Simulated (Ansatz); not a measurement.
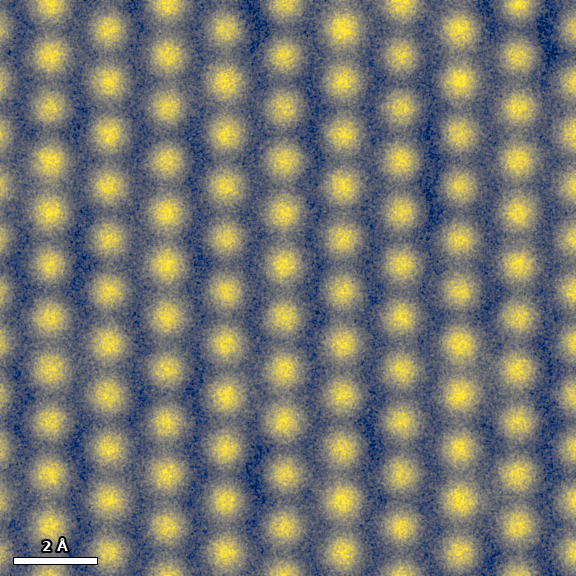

iDPC-like image of Mo (Fd-3m, No. 227) along [210]. Simulated as the projected potential of neutral atoms (B = 0.5 Å²) blurred by a 0.54 Å probe, the thin-sample limit of integrated differential phase contrast. The display is stretched by a gamma of 0.65; percentages refer to the linear signal. Shot noise and the speckle of an amorphous layer were added. Structure used: the geometry relaxed with Ansatz, DFT, PBE, plane waves (420 eV) with PAW, scalar-relativistic; the starting structure was generated, so it need not be a known form of this composition.

**Interpret the image.**

The columns repeat on a centred rectangular net of 1.27 × 2.85 Å (plane group c2mm). All columns are alike (Mo). The shortest distance between visible columns is 1.27 Å in projection. Along the beam the structure repeats every 12.72 Å.
